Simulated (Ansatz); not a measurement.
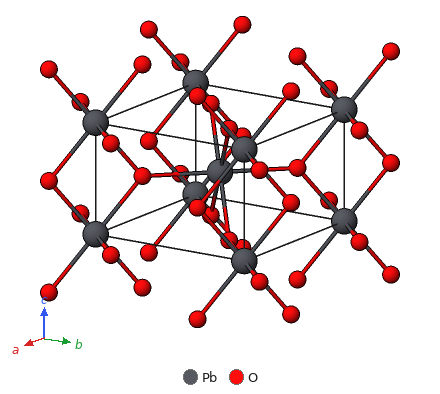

PbO2, space group P4_2/mnm (No. 136), a = 5.328 Å, b = 5.328 Å, c = 3.445 Å, α = 90.00°, β = 90.00°, γ = 90.00°

```tsv
site	Wyckoff	x	y	z
Pb	2a	0.0000	0.0000	0.0000
O	4f	0.3119	0.3119	0.0000
```

Source: the geometry relaxed at fixed volume with DFT PBE, scalar-relativistic, plane waves, PAW (Ansatz 0.2.0).

Compute the Voronoi cell of each site (no radii): faces and volume.

Answer.
```json
{"site": "Pb", "faces above 1 % of the sphere": "6", "volume (Å³)": "11.92", "solid angle by neighbour (%)": "O 100"}
{"site": "O", "faces above 1 % of the sphere": "16", "volume (Å³)": "18.49", "solid angle by neighbour (%)": "Pb 50 O 50"}
```

Weighted by multiplicity the volumes add up to the cell volume, 97.8 Å³.

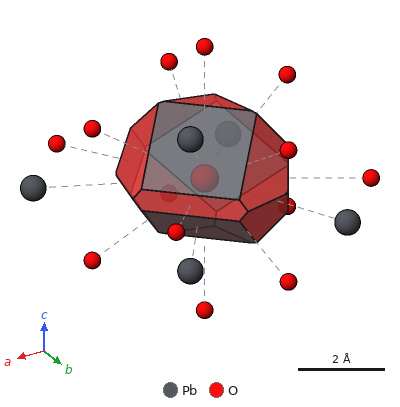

The computed Voronoi cell of O, with the neighbours that bound it.
